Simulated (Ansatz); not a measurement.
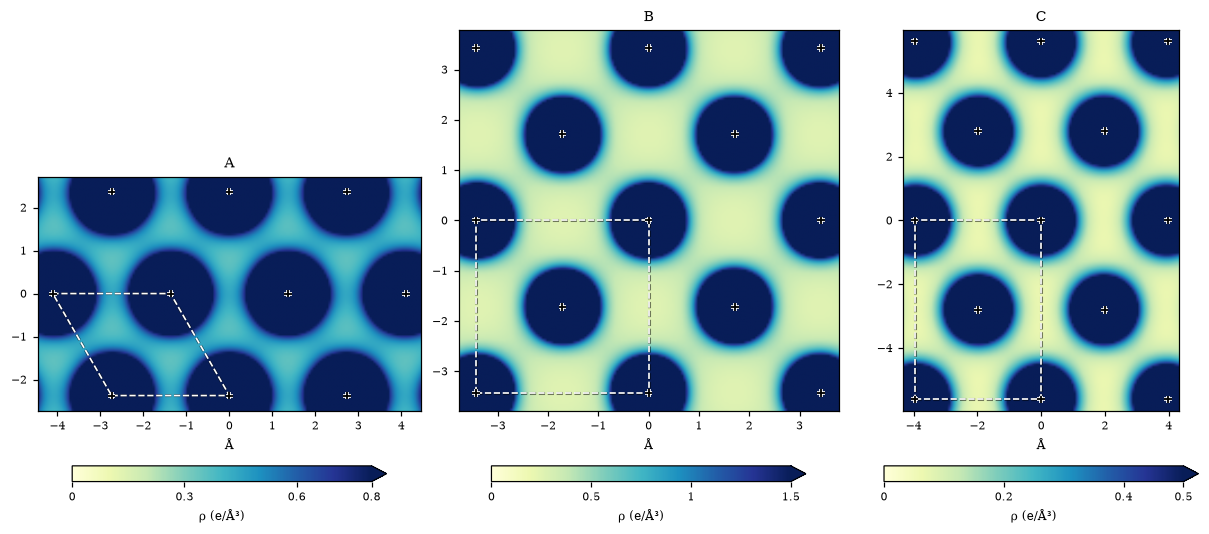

The valence electron density of 3 systems, each on a plane through atoms (crosses mark nuclei in the plane).

All numbers below come from DFT, LDA (PW92), plane waves (420 eV) with PAW, scalar-relativistic (Ansatz 0.2.0).

System 1: Mn, the (010) plane of the conventional cell. Space group Fm-3m; set up as Mn, fcc; a generated structure, not necessarily the stable one; changed on purpose from its base cell (volume × 1.0); the program warned that a starting moment wasn't kept; spin-polarised, but the moments vanished.

```yaml
crystal:
  lattice:
    - [2.42376, -2.42376, 0.00000]
    - [2.42376, 2.42376, 0.00000]
    - [0.00000, 0.00000, 3.43189]
  atoms:
    - { symbol: Mn, position: [0.00000, 0.00000, 0.00000] }
    - { symbol: Mn, position: [0.50000, 0.50000, 0.00000] }
    - { symbol: Mn, position: [0.50000, 0.00000, 0.50000] }
    - { symbol: Mn, position: [0.00000, 0.50000, 0.50000] }
```

System 2: Pb, the (011) plane of the conventional cell. Space group Im-3m; set up as Pb, bcc; a generated structure, not necessarily the stable one; changed on purpose from its base cell (volume × 1.08); computed pressure about −3 GPa in this cell.

System 3: Re, the (001) plane of the conventional cell. Space group P6₃/mmc; set up as Re, dhcp; a generated structure, not necessarily the stable one; changed on purpose from its base cell (volume × 1.0); computed without spin polarisation.

```
Re
1.0
     2.73942    0.00000    0.00000
    -1.36971    2.37241    0.00000
     0.00000    0.00000    8.82033
Re
4
Direct
  0.00000 0.00000 0.00000
  0.00000 0.00000 0.50000
  0.33333 0.66667 0.25000
  0.66667 0.33333 0.75000
```

Which map belongs to which system?

Panel A is system 3, Re: the plane holds Re. Re–Re (2.74 Å): ρ is about 0.44 e/Å³ halfway. Panel B is system 1, Mn: the plane holds Mn. Mn–Mn (2.43 Å): ρ is about 0.42 e/Å³ halfway. Panel C is system 2, Pb: the plane holds Pb. Pb–Pb (3.44 Å): ρ at the midpoint is about 0.13 e/Å³.
